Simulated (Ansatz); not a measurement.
The calculation's input:

```
crystal:
  lattice:
    - [-3.2517897389, -3.2517897389, 3.2517897389]
    - [3.2517897389, 3.2517897389, 3.2517897389]
    - [-3.2517897389, 3.2517897389, -3.2517897389]
  atoms:
    - { symbol: Ti, position: [0.5, 0.0, 0.5] }
    - { symbol: Ti, position: [0.0, 0.0, 0.5] }
    - { symbol: Ti, position: [0.5, 0.0, 0.0] }
    - { symbol: Ti, position: [0.0, 0.0, 0.0] }
    - { symbol: Ti, position: [0.5, 0.5, 0.5] }
    - { symbol: Ti, position: [0.0, 0.5, 0.5] }
    - { symbol: Ti, position: [0.5, 0.5, 0.0] }
    - { symbol: Ti, position: [0.0, 0.5, 0.0] }
basis:
  ecutwfc: 500
kpoints:
  mp_grid: { grid: [14, 14, 14] }
hamiltonian:
  xc: r2scan
scf:
  occupations: { method: gaussian, width: 0.15 }
output:
  forces: true
  stress: true
  eigenvalues: true
  write_density: true
  write_potential: true
  elf: true
  volumetric_format: npy
```

Command:

```sh
ansatz run input.yaml --threads 1 --pin off --max-ram 2560MiB --backend cpu --events-out ev --progress --plain --runs-dir out
```

Space group Im-3m; computed without spin polarisation.

Theory: Ansatz, DFT r2SCAN, scalar-relativistic, plane waves, PAW.

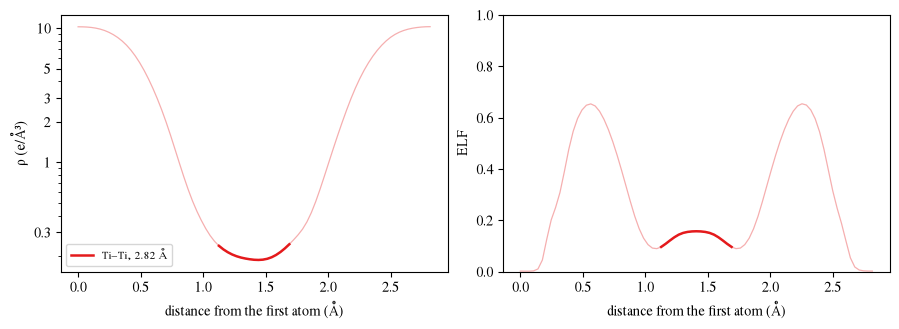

Ti. Valence charge density (pseudo) and electron localisation function along straight lines between neighbouring atoms. Thin, pale parts lie inside the atomic spheres.

The density is the valence pseudo-density of a PAW calculation; it isn't the true density close to the nuclei.

What can be read from the curves?

Answer. Ti–Ti (2.82 Å): ρ at the midpoint is about 0.19 e/Å³; the ELF is about 0.15 at the midpoint (no shared electron pair shows on this line).
